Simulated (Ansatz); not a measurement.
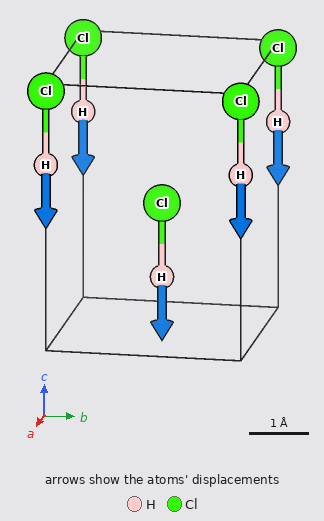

Phonons of a crystal of HCl relaxed at 6 GPa, space group I4mm (No. 107), at the zone centre. The optical levels lie at 147 (×2), 2688 cm⁻¹. One mode is drawn. Displacements are drawn as blue arrows; their common scale and sign are arbitrary. A ball-and-stick model of the conventional cell (2 times the calculation's cell), seen slightly off an axis. Lengths and directions refer to the drawn axes.

Method: DFT PBEsol, scalar-relativistic, plane waves, PAW (Ansatz). (plane-wave cutoff 420 eV; k-point mesh 8 × 8 × 8; occupations fixed; target pressure 6 GPa; no spin polarisation)

Frequencies are those without the non-analytic (LO–TO) term.

### To which level does it belong?

The level at 2688 cm⁻¹. This is the A₁ mode, the highest optical level, infrared- and Raman-active by symmetry. The Cl atoms hardly move; the H sublattice moves as a whole against them, along c; of the bonds it mainly stretches Cl–H; the kinetic energy is shared as H 97 %, Cl 3 %. Its infrared intensity is 10 (D/Å)²/amu.
